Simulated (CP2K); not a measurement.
Consider AlNi₃.

Input

```
&GLOBAL
  PROJECT alni3_scf
  RUN_TYPE ENERGY_FORCE
  PRINT_LEVEL LOW
&END GLOBAL
&FORCE_EVAL
  METHOD QS
  STRESS_TENSOR ANALYTICAL
  &DFT
    BASIS_SET_FILE_NAME BASIS_MOLOPT_UCL
    BASIS_SET_FILE_NAME BASIS_MOLOPT_UZH
    POTENTIAL_FILE_NAME GTH_POTENTIALS
    UKS T
    MULTIPLICITY 4
    &MGRID
      CUTOFF 600
      REL_CUTOFF 60
      NGRIDS 5
    &END MGRID
    &QS
      METHOD GPW
      EPS_DEFAULT 1.0E-10
    &END QS
    &KPOINTS
      SCHEME MONKHORST-PACK 8 8 8
      GAMMA_CENTERED T
      SYMMETRY T
      SYMMETRY_BACKEND SPGLIB
    &END KPOINTS
    &SCF
      SCF_GUESS ATOMIC
      EPS_SCF 1.0E-6
      MAX_SCF 150
      ADDED_MOS 23 26
      CHOLESKY OFF
      EPS_EIGVAL 1.0E-7
      &DIAGONALIZATION ON
        ALGORITHM STANDARD
      &END DIAGONALIZATION
      &MIXING ON
        METHOD PULAY_MIXING
        ALPHA 0.4
        BETA 1.5
        NBUFFER 6
      &END MIXING
      &SMEAR ON
        METHOD FERMI_DIRAC
        ELECTRONIC_TEMPERATURE [K] 580.226
      &END SMEAR
    &END SCF
    &XC
      &XC_FUNCTIONAL
        &PBE
          PARAMETRIZATION PBESOL
        &END PBE
      &END XC_FUNCTIONAL
    &END XC
    &PRINT
      &KPOINTS ON
      &END KPOINTS
      &MULLIKEN ON
      &END MULLIKEN
      &MO ON
        ENERGIES T
        OCCUPATION_NUMBERS T
        &EACH
          QS_SCF 0
        &END EACH
        ADD_LAST NUMERIC
      &END MO
      &LOWDIN ON
      &END LOWDIN
      &HIRSHFELD ON
        SHAPE_FUNCTION DENSITY
      &END HIRSHFELD
      &E_DENSITY_CUBE ON
        STRIDE 2
      &END E_DENSITY_CUBE
      &V_HARTREE_CUBE ON
        STRIDE 2
      &END V_HARTREE_CUBE
      &ELF_CUBE ON
        STRIDE 2
      &END ELF_CUBE
    &END PRINT
  &END DFT
  &SUBSYS
    &CELL
      A 3.9624690777 0.0000000000 0.0000000000
      B 1.9812345389 3.4315988830 0.0000000000
      C 1.9812345389 1.1438662943 3.2353424540
      PERIODIC XYZ
    &END CELL
    &COORD
      SCALED
      Ni  0.7491930000 0.7489530000 0.7541000000
      Ni  0.0041780000 -0.0114360000 0.0019060000
      Ni  0.2387360000 0.2647370000 0.2563390000
      Al  0.5042910000 0.4831760000 0.5065360000
    &END COORD
    &KIND Ni
      BASIS_SET TZVP-MOLOPT-SR-GTH-q18
      POTENTIAL GTH-PBE-q18
      MAGNETIZATION 1.0
    &END KIND
    &KIND Al
      BASIS_SET TZVP-MOLOPT-PBE-GTH-q3
      POTENTIAL GTH-PBE-q3
      POTENTIAL_FILE_NAME POTENTIAL_UZH
    &END KIND
    &PRINT
      &ATOMIC_COORDINATES ON
      &END ATOMIC_COORDINATES
      &CELL ON
      &END CELL
    &END PRINT
  &END SUBSYS
  &PRINT
    &FORCES ON
    &END FORCES
    &STRESS_TENSOR ON
    &END STRESS_TENSOR
  &END PRINT
&END FORCE_EVAL
```

Launched as:

```sh
OMP_NUM_THREADS=1 mpirun -n 3 cp2k.psmp -i alni3_scf.inp -o alni3_scf.out
```

Below, planes, directions and counts refer to the standardised cell (a = 6.86 Å, b = 3.96 Å, c = 3.96 Å, α = 90.00°, β = 125.26°, γ = 90.00°).

Space group P1; a structure from a database of computed crystals, not necessarily the ambient phase; changed on purpose from its base cell (atoms moved at random by about 0.05 A); not relaxed (largest force 0.8 eV/Å); spin-polarised, but the moments vanished.

Method: Kohn-Sham DFT of a periodic cell, PBEsol, GTH-PBE with UZH-TZVP basis (short-range sets on d metals) in CP2K.

**What can the converged electron localisation function of the up spins tell about the bonding?**

Ni–Ni (2.34 Å): the ELF is about 0.10 at the midpoint.
Al–Ni (2.38 Å): the ELF is about 0.20 at the midpoint.
Ni–Ni (2.41 Å): the ELF is about 0.10 at the midpoint.
Al–Ni (2.43 Å): the ELF is about 0.20 at the midpoint.

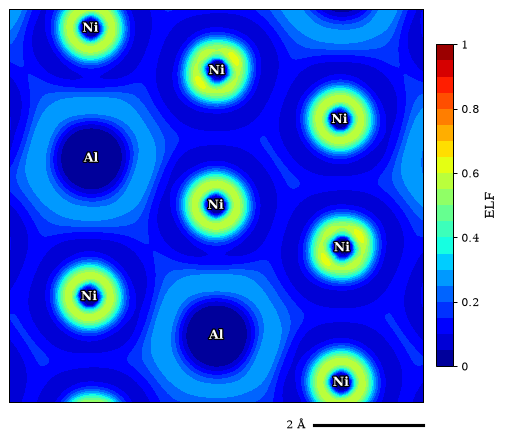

Computed electron localisation function of the up spins on the (010) plane of the standardised cell. 
